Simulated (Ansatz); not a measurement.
Geometry relaxation of Ti (part 2 of 3)

The same run, continued: Ti (Fd-3m, 4 atoms in the cell); DFT r2SCAN, scalar-relativistic, plane waves, PAW (Ansatz 0.2.0); cutoff 500 eV, 10×10×8 k-mesh, Gaussian smearing of 0.1 eV. The structure derives from a Materials Project entry. The run did not end well. It belongs to a series of runs on one base structure; here: 4 of 4 Ge sites taken by Ti, cell and atoms relaxed. The run did not end well; see the last part.

Geometry of the input (Å; fractional positions):
```
2.7731  2.7731  0.0000
-2.7731  2.7731  0.0000
0.0000  0.0000  5.5462
Ti 0.0000  0.0000  0.5000
Ti 0.5000  0.5000  0.0000
Ti 0.5000  0.0000  0.7500
Ti 0.0000  0.5000  0.2500
```

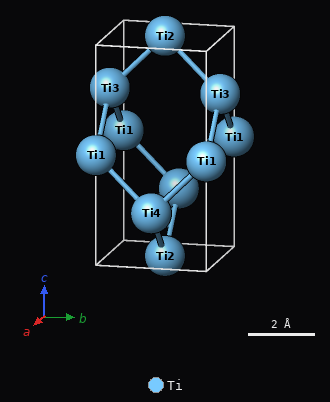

Fig. 1: The geometry at step 8 of the log (ball-and-stick view of the cell of the calculation, seen slightly off an axis; atoms are numbered from 1 in the order of the input).

**What the program printed, continued**
```
SCF iter   1: F=—  HF=-10007.787270 eV  |F-HF|=—  |Δ(HF+E_count)|=         —  Δρ=3.50e-3  dr2=5.16e-3  dr2_τ=7.75e-2  ethr=1.19e-5  ⟨swp⟩=2.0  Hψ=19063  notcnv=0
preconditioner: auto → Kerker (q_TF=auto, 2.448 Å⁻¹)  [metal: Δε(μ)=0.003 eV  Ē_g=1.715 eV  σ=0.100 eV  W_gap=0.02  n_scr=20 (ndim 8)  ℏωp=15.5 eV  f_vac=0.000  D(μ)=8.56/eV (n_scr^D=108)]
SCF iter   2: F=—  HF=-10007.986073 eV  |F-HF|=—  |Δ(HF+E_count)|=   1.99e-1  Δρ=4.97e-3  dr2=1.51e-2  dr2_τ=3.35e-4  ethr=1.07e-5  ⟨swp⟩=3.0  Hψ=6540  notcnv=0  recentre
SCF iter   3: F=—  HF=-10007.985379 eV  |F-HF|=—  |Δ(HF+E_count)|=   6.94e-4  Δρ=4.60e-3  dr2=1.35e-2  dr2_τ=3.94e-4  ethr=1.07e-5  ⟨swp⟩=1.0  Hψ=3045  notcnv=0
SCF iter   4: F=—  HF=-10007.984391 eV  |F-HF|=—  |Δ(HF+E_count)|=   9.88e-4  Δρ=4.98e-3  dr2=1.63e-2  dr2_τ=7.55e-4  ethr=1.07e-5  ⟨swp⟩=1.0  Hψ=3045  notcnv=0
SCF iter   5: F=—  HF=-10007.981530 eV  |F-HF|=—  |Δ(HF+E_count)|=   2.86e-3  Δρ=5.82e-3  dr2=2.27e-2  dr2_τ=1.06e-3  ethr=1.07e-5  ⟨swp⟩=1.0  Hψ=3052  notcnv=0
SCF iter   6: F=—  HF=-10007.979181 eV  |F-HF|=—  |Δ(HF+E_count)|=   2.35e-3  Δρ=6.31e-3  dr2=2.66e-2  dr2_τ=1.24e-3  ethr=1.07e-5  ⟨swp⟩=1.0  Hψ=3045  notcnv=0
SCF iter   7: F=—  HF=-10007.982549 eV  |F-HF|=—  |Δ(HF+E_count)|=   3.37e-3  Δρ=5.62e-3  dr2=2.10e-2  dr2_τ=9.60e-4  ethr=1.07e-5  ⟨swp⟩=1.0  Hψ=3045  notcnv=0
SCF iter   8: F=—  HF=-10007.986800 eV  |F-HF|=—  |Δ(HF+E_count)|=   4.25e-3  Δρ=4.38e-3  dr2=1.31e-2  dr2_τ=6.11e-4  ethr=1.07e-5  ⟨swp⟩=1.8  Hψ=3320  notcnv=0
SCF iter   9: F=—  HF=-10007.983841 eV  |F-HF|=—  |Δ(HF+E_count)|=   2.96e-3  Δρ=5.28e-3  dr2=1.88e-2  dr2_τ=8.81e-4  ethr=1.07e-5  ⟨swp⟩=1.1  Hψ=3058  notcnv=0
SCF iter  10: F=—  HF=-10007.988455 eV  |F-HF|=—  |Δ(HF+E_count)|=   4.61e-3  Δρ=5.52e-3  dr2=1.96e-2  dr2_τ=4.80e-4  ethr=1.07e-5  ⟨swp⟩=1.2  Hψ=3083  notcnv=0
SCF iter  11: F=—  HF=-10007.990356 eV  |F-HF|=—  |Δ(HF+E_count)|=   1.90e-3  Δρ=3.19e-3  dr2=7.35e-3  dr2_τ=2.88e-4  ethr=1.07e-5  ⟨swp⟩=2.3  Hψ=5591  notcnv=0
SCF iter  12: F=—  HF=-10007.994511 eV  |F-HF|=—  |Δ(HF+E_count)|=   4.16e-3  Δρ=3.31e-4  dr2=6.22e-5  dr2_τ=3.91e-6  ethr=1.07e-5  ⟨swp⟩=2.0  Hψ=5567  notcnv=0
SCF iter  13: F=—  HF=-10007.994592 eV  |F-HF|=—  |Δ(HF+E_count)|=   8.08e-5  Δρ=1.66e-4  dr2=1.54e-5  dr2_τ=6.51e-7  ethr=1.30e-7  ⟨swp⟩=2.0  Hψ=3985  notcnv=0
SCF iter  14: F=—  HF=-10007.994631 eV  |F-HF|=—  |Δ(HF+E_count)|=   3.85e-5  Δρ=6.01e-5  dr2=1.90e-6  dr2_τ=1.25e-7  ethr=3.20e-8  ⟨swp⟩=2.7  Hψ=5982  notcnv=0
SCF iter  15: F=-10007.994635 eV  HF=-10007.994635 eV  |F-HF|=5.18e-8  |Δ(HF+E_count)|=   4.12e-6  Δρ=2.27e-5  dr2=3.06e-7  dr2_τ=2.74e-8  ethr=8.33e-10  ⟨swp⟩=4.5  Hψ=16188  notcnv=0
SCF 6 converged in 15 iterations: F = -10007.994635 eV  dr2 = 3.06e-7
relax step   6: F+E_penalty+E_count = -10007.99463476 eV  Δ(F+E_penalty+E_count) = -5.121e-1 eV  max|allowed force component| = 1.110e-16 eV/Å  Δτ_max = 0.0000 Å  P = -3.245 GPa  Ω = 92.078 Å³  energy of the carried Pulay correction = -4.007e-3 eV  (15 SCF iters, dr2 threshold 4.00e-7 eV, accepted)
Crystal: 4 atoms, lattice volume = 86.427 Å³
Basis set: ecut = 500 eV, 2185 PW (Γ), exchange–correlation on 120×120×180 points (64 copies of the dense FFT grid, shifted against one another)
iter 1 solved again at ethr=2.22e-5 eV; its pass at ethr=3.10e-3 eV (dr2=1.06e-2 eV) is discarded
SCF iter   1: F=—  HF=-10008.345693 eV  |F-HF|=—  |Δ(HF+E_count)|=         —  Δρ=4.87e-3  dr2=1.07e-2  dr2_τ=2.50e-1  ethr=2.22e-5  ⟨swp⟩=1.3  Hψ=19256  notcnv=0
preconditioner: auto → Kerker (q_TF=auto, 2.474 Å⁻¹)  [metal: Δε(μ)=0.012 eV  Ē_g=1.916 eV  σ=0.100 eV  W_gap=0.07  n_scr=20 (ndim 8)  ℏωp=16.0 eV  f_vac=0.000  D(μ)=6.97/eV (n_scr^D=76)]
SCF iter   2: F=—  HF=-10009.010864 eV  |F-HF|=—  |Δ(HF+E_count)|=   6.65e-1  Δρ=5.85e-3  dr2=2.22e-2  dr2_τ=4.89e-4  ethr=2.22e-5  ⟨swp⟩=2.9  Hψ=6521  notcnv=0
SCF iter   3: F=—  HF=-10009.014412 eV  |F-HF|=—  |Δ(HF+E_count)|=   3.55e-3  Δρ=3.65e-3  dr2=8.87e-3  dr2_τ=1.45e-4  ethr=2.22e-5  ⟨swp⟩=2.2  Hψ=4082  notcnv=0
SCF iter   4: F=—  HF=-10009.018634 eV  |F-HF|=—  |Δ(HF+E_count)|=   4.22e-3  Δρ=2.06e-3  dr2=3.12e-3  dr2_τ=1.60e-4  ethr=1.85e-5  ⟨swp⟩=2.2  Hψ=3549  notcnv=0
SCF iter   5: F=—  HF=-10009.019406 eV  |F-HF|=—  |Δ(HF+E_count)|=   7.72e-4  Δρ=1.27e-3  dr2=1.07e-3  dr2_τ=6.69e-5  ethr=6.49e-6  ⟨swp⟩=2.0  Hψ=3464  notcnv=0
SCF iter   6: F=—  HF=-10009.019945 eV  |F-HF|=—  |Δ(HF+E_count)|=   5.39e-4  Δρ=5.71e-4  dr2=1.98e-4  dr2_τ=1.28e-5  ethr=2.22e-6  ⟨swp⟩=2.1  Hψ=3770  notcnv=0
SCF iter   7: F=—  HF=-10009.020056 eV  |F-HF|=—  |Δ(HF+E_count)|=   1.11e-4  Δρ=2.19e-4  dr2=2.72e-5  dr2_τ=1.76e-6  ethr=4.12e-7  ⟨swp⟩=2.1  Hψ=4052  notcnv=0
SCF iter   8: F=—  HF=-10009.020073 eV  |F-HF|=—  |Δ(HF+E_count)|=   1.61e-5  Δρ=9.17e-5  dr2=4.99e-6  dr2_τ=3.31e-7  ethr=5.67e-8  ⟨swp⟩=2.5  Hψ=4492  notcnv=0
SCF iter   9: F=—  HF=-10009.020075 eV  |F-HF|=—  |Δ(HF+E_count)|=   2.89e-6  Δρ=2.92e-5  dr2=4.82e-7  dr2_τ=3.21e-8  ethr=1.04e-8  ⟨swp⟩=2.3  Hψ=4502  notcnv=0
SCF iter  10: F=-10009.020076 eV  HF=-10009.020076 eV  |F-HF|=1.92e-9  |Δ(HF+E_count)|=   3.82e-7  Δρ=1.78e-6  dr2=3.31e-9  dr2_τ=4.89e-11  ethr=8.33e-10  ⟨swp⟩=5.5  Hψ=12262  notcnv=0
SCF 7 converged in 10 iterations: F = -10009.020076 eV  dr2 = 3.31e-9
relax step   7: F+E_penalty+E_count = -10009.02007581 eV  Δ(F+E_penalty+E_count) = -1.025e0 eV  max|allowed force component| = 6.939e-18 eV/Å  Δτ_max = 0.0000 Å  P = -1.914 GPa  Ω = 86.427 Å³  energy of the carried Pulay correction = -6.935e-4 eV  (10 SCF iters, dr2 threshold 4.00e-7 eV, accepted)
Crystal: 4 atoms, lattice volume = 82.206 Å³
Basis set: ecut = 500 eV, 2065 PW (Γ), exchange–correlation on 120×120×180 points (64 copies of the dense FFT grid, shifted against one another)
iter 1 solved again at ethr=1.16e-5 eV; its pass at ethr=3.10e-3 eV (dr2=5.55e-3 eV) is discarded
SCF iter   1: F=—  HF=-10009.554867 eV  |F-HF|=—  |Δ(HF+E_count)|=         —  Δρ=4.15e-3  dr2=5.59e-3  dr2_τ=1.94e-1  ethr=1.16e-5  ⟨swp⟩=1.7  Hψ=19770  notcnv=0
preconditioner: auto → Kerker (q_TF=auto, 2.494 Å⁻¹)  [metal: Δε(μ)=0.002 eV  Ē_g=2.075 eV  σ=0.100 eV  W_gap=0.01  n_scr=16 (ndim 8)  ℏωp=16.4 eV  f_vac=0.000  D(μ)=6.37/eV (n_scr^D=60)]
SCF iter   2: F=—  HF=-10010.041500 eV  |F-HF|=—  |Δ(HF+E_count)|=   4.87e-1  Δρ=4.42e-3  dr2=1.06e-2  dr2_τ=3.77e-4  ethr=1.16e-5  ⟨swp⟩=3.0  Hψ=6592  notcnv=0
SCF iter   3: F=—  HF=-10010.044149 eV  |F-HF|=—  |Δ(HF+E_count)|=   2.65e-3  Δρ=1.97e-3  dr2=2.17e-3  dr2_τ=7.01e-5  ethr=1.16e-5  ⟨swp⟩=3.0  Hψ=5878  notcnv=0
SCF iter   4: F=—  HF=-10010.045747 eV  |F-HF|=—  |Δ(HF+E_count)|=   1.60e-3  Δρ=6.11e-4  dr2=2.65e-4  dr2_τ=1.67e-5  ethr=4.53e-6  ⟨swp⟩=3.0  Hψ=5867  notcnv=0
SCF iter   5: F=—  HF=-10010.045830 eV  |F-HF|=—  |Δ(HF+E_count)|=   8.33e-5  Δρ=3.75e-4  dr2=9.26e-5  dr2_τ=5.55e-6  ethr=5.52e-7  ⟨swp⟩=2.0  Hψ=3812  notcnv=0
SCF iter   6: F=—  HF=-10010.045894 eV  |F-HF|=—  |Δ(HF+E_count)|=   6.41e-5  Δρ=6.92e-5  dr2=3.25e-6  dr2_τ=1.70e-7  ethr=1.93e-7  ⟨swp⟩=3.0  Hψ=5910  notcnv=0
SCF iter   7: F=—  HF=-10010.045896 eV  |F-HF|=—  |Δ(HF+E_count)|=   1.23e-6  Δρ=3.44e-5  dr2=6.88e-7  dr2_τ=4.04e-8  ethr=6.76e-9  ⟨swp⟩=2.0  Hψ=3722  notcnv=0
SCF iter   8: F=-10010.045896 eV  HF=-10010.045896 eV  |F-HF|=1.84e-8  |Δ(HF+E_count)|=   3.20e-7  Δρ=8.87e-6  dr2=4.34e-8  dr2_τ=3.02e-9  ethr=8.33e-10  ⟨swp⟩=5.7  Hψ=12375  notcnv=0
SCF 8 converged in 8 iterations: F = -10010.045896 eV  dr2 = 4.34e-8
relax step   8: F+E_penalty+E_count = -10010.04589588 eV  Δ(F+E_penalty+E_count) = -1.026e0 eV  max|allowed force component| = 3.469e-17 eV/Å  Δτ_max = 0.0000 Å  P = -0.827 GPa  Ω = 82.206 Å³  energy of the carried Pulay correction = +1.927e-3 eV  (8 SCF iters, dr2 threshold 4.00e-7 eV, accepted)
Crystal: 4 atoms, lattice volume = 78.176 Å³
Basis set: ecut = 500 eV, 1979 PW (Γ), exchange–correlation on 120×120×180 points (64 copies of the dense FFT grid, shifted against one another)
iter 1 solved again at ethr=2.13e-5 eV; its pass at ethr=3.10e-3 eV (dr2=1.02e-2 eV) is discarded
SCF iter   1: F=—  HF=-10010.589751 eV  |F-HF|=—  |Δ(HF+E_count)|=         —  Δρ=4.45e-3  dr2=1.03e-2  dr2_τ=1.90e-1  ethr=2.13e-5  ⟨swp⟩=1.4  Hψ=19983  notcnv=0
preconditioner: auto → Kerker (q_TF=auto, 2.515 Å⁻¹)  [metal: Δε(μ)=0.013 eV  Ē_g=2.221 eV  σ=0.100 eV  W_gap=0.07  n_scr=16 (ndim 8)  ℏωp=16.8 eV  f_vac=0.000  D(μ)=6.75/eV (n_scr^D=76)]
SCF iter   2: F=—  HF=-10011.034333 eV  |F-HF|=—  |Δ(HF+E_count)|=   4.45e-1  Δρ=3.16e-3  dr2=4.43e-3  dr2_τ=4.10e-4  ethr=2.13e-5  ⟨swp⟩=2.4  Hψ=6216  notcnv=0
SCF iter   3: F=—  HF=-10011.036056 eV  |F-HF|=—  |Δ(HF+E_count)|=   1.72e-3  Δρ=1.83e-3  dr2=1.64e-3  dr2_τ=4.09e-5  ethr=9.24e-6  ⟨swp⟩=1.3  Hψ=3288  notcnv=0
SCF iter   4: F=—  HF=-10011.037306 eV  |F-HF|=—  |Δ(HF+E_count)|=   1.25e-3  Δρ=3.02e-4  dr2=4.14e-5  dr2_τ=3.65e-6  ethr=3.42e-6  ⟨swp⟩=3.0  Hψ=5830  notcnv=0
SCF iter   5: F=—  HF=-10011.037353 eV  |F-HF|=—  |Δ(HF+E_count)|=   4.78e-5  Δρ=9.73e-5  dr2=5.85e-6  dr2_τ=3.90e-7  ethr=8.62e-8  ⟨swp⟩=2.0  Hψ=3912  notcnv=0
SCF iter   6: F=-10011.037360 eV  HF=-10011.037360 eV  |F-HF|=1.51e-7  |Δ(HF+E_count)|=   6.92e-6  Δρ=1.91e-5  dr2=1.44e-7  dr2_τ=1.33e-8  ethr=8.33e-10  ⟨swp⟩=4.8  Hψ=16411  notcnv=0
the search or the solves at the SCF's close seem to have found levels that the self-consistency loop had missed (the run counts 1). By its estimate they hold under 1e-12 electrons; where the run keeps them, the occupations were computed again with them
SCF 9 converged in 6 iterations: F = -10011.037360 eV  dr2 = 1.44e-7
relax step   9: F+E_penalty+E_count = -10011.03736045 eV  Δ(F+E_penalty+E_count) = -9.915e-1 eV  max|allowed force component| = 7.806e-18 eV/Å  Δτ_max = 0.0000 Å  P = +0.465 GPa  Ω = 78.176 Å³  energy of the carried Pulay correction = +4.555e-3 eV  (6 SCF iters, dr2 threshold 4.00e-7 eV, accepted)
Crystal: 4 atoms, lattice volume = 74.922 Å³
Basis set: ecut = 500 eV, 1887 PW (Γ), exchange–correlation on 120×120×180 points (64 copies of the dense FFT grid, shifted against one another)
iter 1 solved again at ethr=8.28e-5 eV; its pass at ethr=3.10e-3 eV (dr2=3.97e-2 eV) is discarded
SCF iter   1: F=—  HF=-10011.644941 eV  |F-HF|=—  |Δ(HF+E_count)|=         —  Δρ=7.37e-3  dr2=4.02e-2  dr2_τ=1.54e-1  ethr=8.28e-5  ⟨swp⟩=1.3  Hψ=19520  notcnv=0
preconditioner: auto → Kerker (q_TF=auto, 2.533 Å⁻¹)  [metal: Δε(μ)=0.003 eV  Ē_g=2.354 eV  σ=0.100 eV  W_gap=0.02  n_scr=16 (ndim 8)  ℏωp=17.2 eV  f_vac=0.000  D(μ)=6.17/eV (n_scr^D=64)]
SCF iter   2: F=—  HF=-10011.975399 eV  |F-HF|=—  |Δ(HF+E_count)|=   3.30e-1  Δρ=3.33e-3  dr2=6.43e-3  dr2_τ=6.26e-4  ethr=8.28e-5  ⟨swp⟩=2.0  Hψ=6095  notcnv=0
SCF iter   3: F=—  HF=-10011.976496 eV  |F-HF|=—  |Δ(HF+E_count)|=   1.10e-3  Δρ=1.61e-3  dr2=1.69e-3  dr2_τ=8.59e-5  ethr=1.34e-5  ⟨swp⟩=2.1  Hψ=3601  notcnv=0
SCF iter   4: F=—  HF=-10011.977067 eV  |F-HF|=—  |Δ(HF+E_count)|=   5.71e-4  Δρ=3.04e-4  dr2=6.03e-5  dr2_τ=2.42e-6  ethr=3.51e-6  ⟨swp⟩=2.0  Hψ=3984  notcnv=0
SCF iter   5: F=—  HF=-10011.977090 eV  |F-HF|=—  |Δ(HF+E_count)|=   2.25e-5  Δρ=5.06e-5  dr2=1.28e-6  dr2_τ=1.26e-7  ethr=1.26e-7  ⟨swp⟩=2.3  Hψ=4596  notcnv=0
SCF iter   6: F=-10011.977091 eV  HF=-10011.977091 eV  |F-HF|=5.48e-8  |Δ(HF+E_count)|=   1.50e-6  Δρ=1.48e-5  dr2=1.45e-7  dr2_τ=7.21e-9  ethr=8.33e-10  ⟨swp⟩=7.0  Hψ=15429  notcnv=0
SCF 10 converged in 6 iterations: F = -10011.977091 eV  dr2 = 1.45e-7
relax step  10: F+E_penalty+E_count = -10011.97709107 eV  Δ(F+E_penalty+E_count) = -9.397e-1 eV  max|allowed force component| = 4.857e-17 eV/Å  Δτ_max = 0.0000 Å  P = +1.640 GPa  Ω = 74.922 Å³  energy of the carried Pulay correction = +6.774e-3 eV  (6 SCF iters, dr2 threshold 4.00e-7 eV, accepted)
Crystal: 4 atoms, lattice volume = 71.676 Å³
Basis set: ecut = 500 eV, 1835 PW (Γ), exchange–correlation on 120×120×180 points (64 copies of the dense FFT grid, shifted against one another)
iter 1 solved again at ethr=1.05e-4 eV; its pass at ethr=3.10e-3 eV (dr2=5.02e-2 eV) is discarded
SCF iter   1: F=—  HF=-10012.609408 eV  |F-HF|=—  |Δ(HF+E_count)|=         —  Δρ=9.10e-3  dr2=5.11e-2  dr2_τ=1.63e-1  ethr=1.05e-4  ⟨swp⟩=1.5  Hψ=19258  notcnv=0
preconditioner: auto → Kerker (q_TF=auto, 2.552 Å⁻¹)  [metal: Δε(μ)=0.007 eV  Ē_g=2.509 eV  σ=0.100 eV  W_gap=0.04  n_scr=18 (ndim 8)  ℏωp=17.5 eV  f_vac=0.000  D(μ)=5.11/eV (n_scr^D=56)]
SCF iter   2: F=—  HF=-10012.932198 eV  |F-HF|=—  |Δ(HF+E_count)|=   3.23e-1  Δρ=3.75e-3  dr2=7.04e-3  dr2_τ=7.17e-4  ethr=1.05e-4  ⟨swp⟩=2.1  Hψ=6097  notcnv=0
```

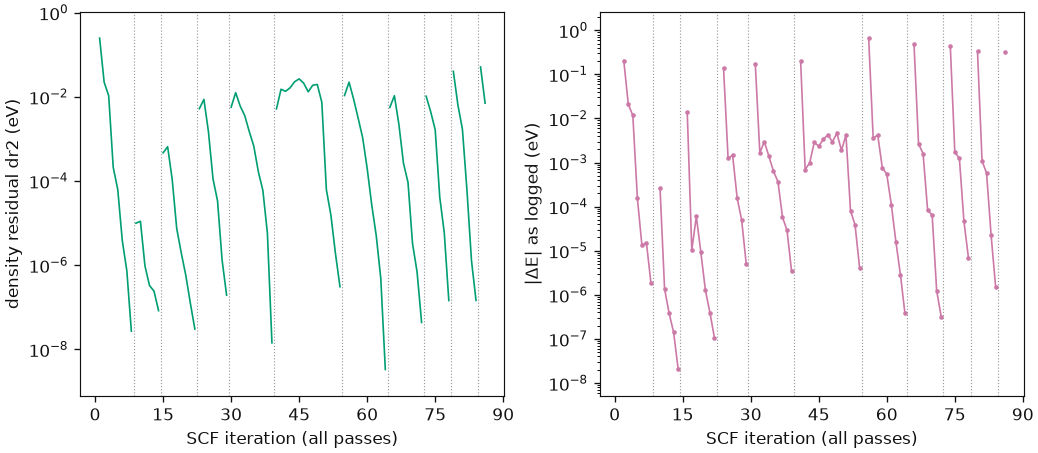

Fig. 2: Convergence of the self-consistent field: density residual dr2 and size of the energy change against the SCF iteration. Dotted lines part the SCF passes that the log prints in full.
